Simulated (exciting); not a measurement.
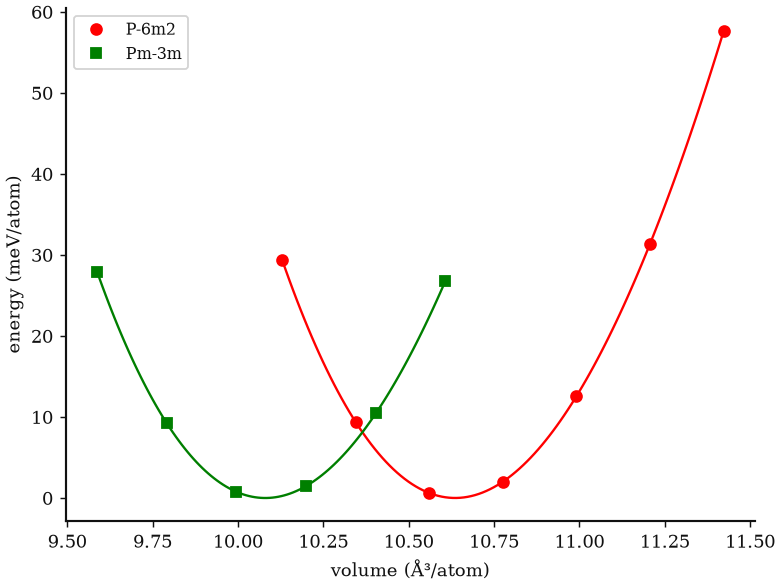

Figure. Energy against volume, with one curve for each structure, for TaN. Each energy curve has its own zero, so the curves don't rank the structures.

Settings that differ: P-6m2: k mesh 10×10×9; Pm-3m: k mesh 10×10×10.

The fitted equilibrium volumes, smallest first, are Pm-3m 10.080, P-6m2 10.636 Å³/atom. The fitted bulk moduli, smallest first, are Pm-3m 340.4, P-6m2 359.0 GPa.

How it was computed, with exciting sodium: all-electron LAPW DFT, no spin polarisation; energies at scaled volumes of the given cell, shape and fractions fixed, counted from the fit's minimum, third-order Birch-Murnaghan fit. Level: PBEsol.

occupations Fermi–Dirac; smearing width 0.05 eV; potentials all electron LAPW+lo, shipped species files.

Note: shape and atomic fractions are frozen while scaling, which makes layered, chain and framework solids too stiff.
